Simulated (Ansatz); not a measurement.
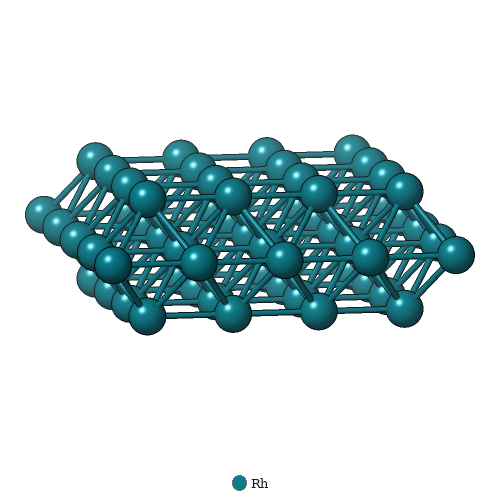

The system is H₂ on a Rh(100) slab cut from the Fm-3m phase, its upper half relaxed before the scan (12 atoms of substrate and one adsorbate in a 2 × 2 cell); the picture shows it without the atoms that are moved over the map. 
- H2 lies flat over one site of a rigid substrate while its bond length and height are varied; it sits over a hollow of the top layer over the deeper atom Rh8, heights counted from the top plane, its axis along the first surface vector.
- Coordinates scanned: (1) distance H13-H14; (2) height of the H2 axis above the plane of Rh9.
- The scan uses an 8 × 9 grid. At 15 points there is no value (left out: too close to the surface, or the stretched molecule far from it).
- Points are written as (first, second).
- Energies: eV, counted from the lowest grid point.
- Method: Ansatz, DFT PBE, scalar-relativistic, plane waves, PAW. Settings: cutoff 420 eV, k-mesh 5×5×1, gaussian smearing 0.1 eV, no spin polarisation.

Range: distance H13-H14 from 0.650 to 2.650 Å; height of the H2 axis above the plane of Rh9 from 0.45 to 3.60 Å.

> What landscape does the calculation give?

The lowest grid point is at (2.650 Å, 1.09 Å). It lies at the edge of the scanned range, so the true minimum may lie outside. The highest grid point, (2.650 Å, 0.45 Å), lies 2.90 eV above the lowest. On the interpolated surface the lowest path from the intact molecule far from the surface, (0.750 Å, 3.60 Å), to the stretched end of the scan, (2.650 Å, 1.09 Å), has its top at about (0.79 Å, 1.91 Å), about 0.17 eV above the start and 1.1 eV above the end.

```tsv
second ↓, first →	0.650	0.750	0.919	1.181	1.495	1.849	2.235	2.650
3.60	1.13	0.92	1.27	2.40	–	–	–	–
3.00	1.16	0.94	1.28	2.38	–	–	–	–
2.60	1.22	0.99	1.30	2.33	–	–	–	–
2.05	1.37	1.09	1.28	2.01	2.66	–	–	–
1.73	1.48	1.13	1.16	1.57	1.82	1.80	1.67	1.60
1.41	1.59	1.13	0.95	1.00	0.93	0.72	0.53	0.44
1.09	1.75	1.18	0.80	0.58	0.36	0.15	0.04	0.00
0.77	2.08	1.43	0.93	0.64	0.51	0.56	0.72	0.84
0.45	2.65	1.97	1.44	1.24	1.41	1.91	2.54	2.90
```

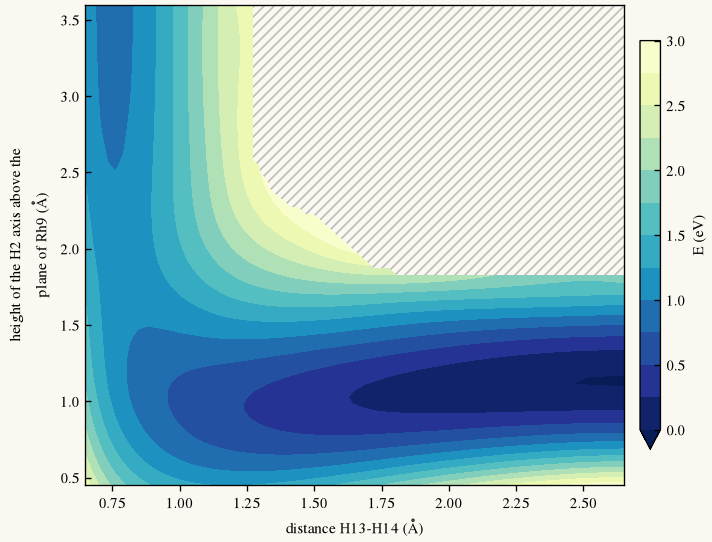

Drawn: filled contours, hatched blanks where no value was computed. Between grid points the surface is interpolated.

Time for the 57 points that were run: 14 min on 4 threads of Intel(R) Xeon(R) Platinum 8488C (Sapphire Rapids), on a shared host.
